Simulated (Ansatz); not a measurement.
# Zn7S8 (cell charge −2, with a compensating background) (cell with a defect): what the fields show

The calculation's input:

```
crystal:
  lattice:
    - [0.0, 5.3560912044, -5.3560912044]
    - [5.3560912044, 5.3560912044, 0.0]
    - [5.3560912044, 0.0, -5.3560912044]
  atoms:
    - { symbol: Zn, position: [0.0, -0.5, 0.5] }
    - { symbol: Zn, position: [0.5, 0.0, 0.5] }
    - { symbol: Zn, position: [0.5, 0.5, 0.5] }
    - { symbol: Zn, position: [0.0, 0.0, 1.0] }
    - { symbol: Zn, position: [0.0, 0.5, 1.0] }
    - { symbol: Zn, position: [0.5, 0.0, 1.0] }
    - { symbol: Zn, position: [0.5, 0.5, 1.0] }
    - { symbol: S, position: [0.125, 0.125, 0.125] }
    - { symbol: S, position: [0.125, 0.625, 0.125] }
    - { symbol: S, position: [0.625, 0.125, 0.125] }
    - { symbol: S, position: [0.625, 0.625, 0.125] }
    - { symbol: S, position: [0.125, 0.125, 0.625] }
    - { symbol: S, position: [0.125, 0.625, 0.625] }
    - { symbol: S, position: [0.625, 0.125, 0.625] }
    - { symbol: S, position: [0.625, 0.625, 0.625] }
total_charge: -2
basis:
  ecutwfc: 420
  xc_grid: 2
kpoints:
  mp_grid: { grid: [2, 2, 2], shift: [0.0, 0.0, 0.0] }
hamiltonian:
  xc: pbesol
scf:
  occupations: { method: gaussian, width: 0.02 }
output:
  forces: true
  stress: false
  eigenvalues: true
  write_density: true
  write_potential: true
  elf: true
  volumetric_format: npy
relax:
  adjacent_minimum: "off"
  f_tol: 0.02
  max_steps: 60
```

Command:

```sh
ansatz run input.yaml --threads 4 --pin off --max-ram 10240MiB --backend cpu --events-out ev --progress --plain --runs-dir out
```

The fields are those of the relaxed geometry.

Level of theory: Ansatz, DFT PBEsol, scalar-relativistic, plane waves, PAW.

In a PAW calculation such maps are meaningful between the atoms, not at the nuclei.

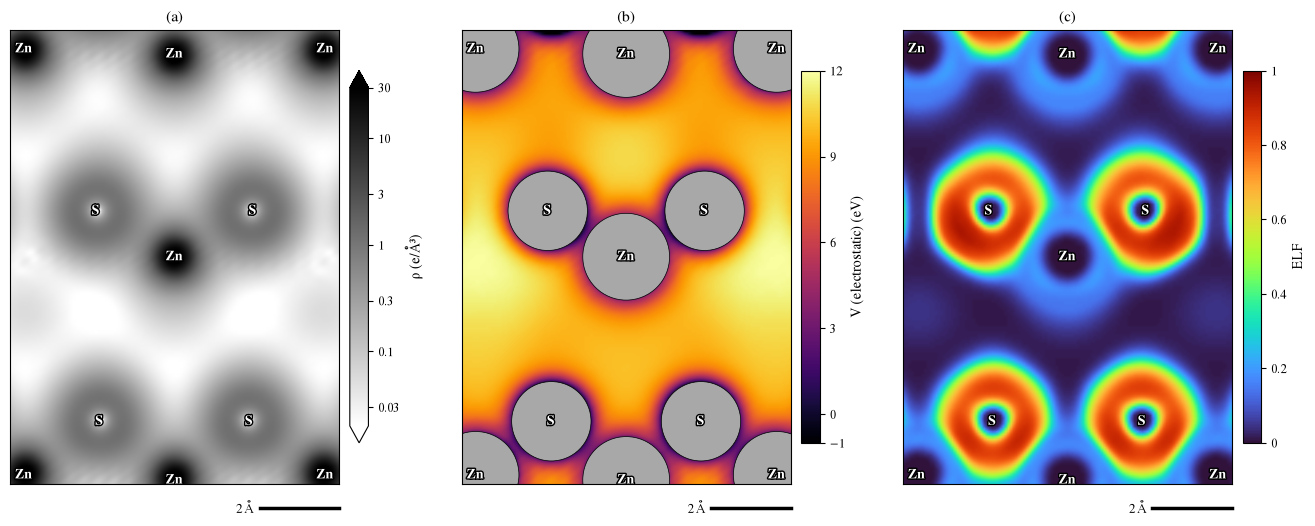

Figure 1. (a) valence electron density; (b) electrostatic potential (local pseudopotential plus Hartree) felt by an electron; (c) electron localisation function on the (011̄) plane of the calculation cell. Grey discs cover the atomic cores in the potential map.

> What do the fields say about this system?

- The section cuts through Zn and S sites.
- Zn–S (2.29 Å): ρ at the midpoint is about 0.57 e/Å³; the ELF peaks at about 0.85 in the valence shell of S, 0.8 Å from its nucleus, and is about 0.60 at the midpoint.
- Zn–S (2.33 Å): ρ at the midpoint is about 0.52 e/Å³; the ELF peaks at about 0.90 in the valence shell of S, 0.8 Å from its nucleus, and is about 0.55 at the midpoint.
- Zn–S (2.39 Å): ρ at the midpoint is about 0.47 e/Å³; the ELF peaks at about 0.90 in the valence shell of S, 0.8 Å from its nucleus, and is about 0.55 at the midpoint.
- Between the atoms the lowest density in this plane is 0.01 e/Å³.
- The ELF also peaks beside S, away from the bonds: lone-pair regions.
- Outside the cores the potential energy rises away from the atoms and is highest about 2.1 Å from the nearest atoms; its zero is arbitrary.

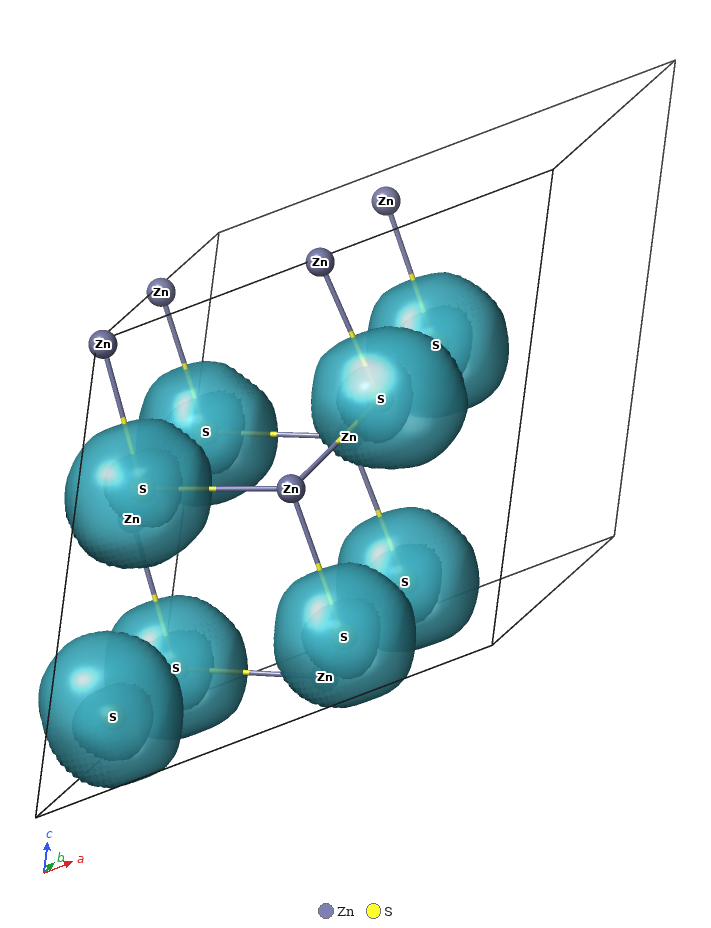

Figure 2. Isosurface of the ELF at 0.75 (cyan), seen slightly off an axis. Core shells and regions of very low density are left out. Sticks mark near contacts.

> What do the ELF domains correspond to?

The surface consists of eight regions wrapped around S (the valence shell of each), counted in one cell of 15 atoms. Any copies at cell faces, edges or corners count once.

> Metal or insulator at this level of theory?

It is gapped, with a Kohn–Sham gap of 1.9 eV on the k-point mesh, an upper bound to the gap of this method.
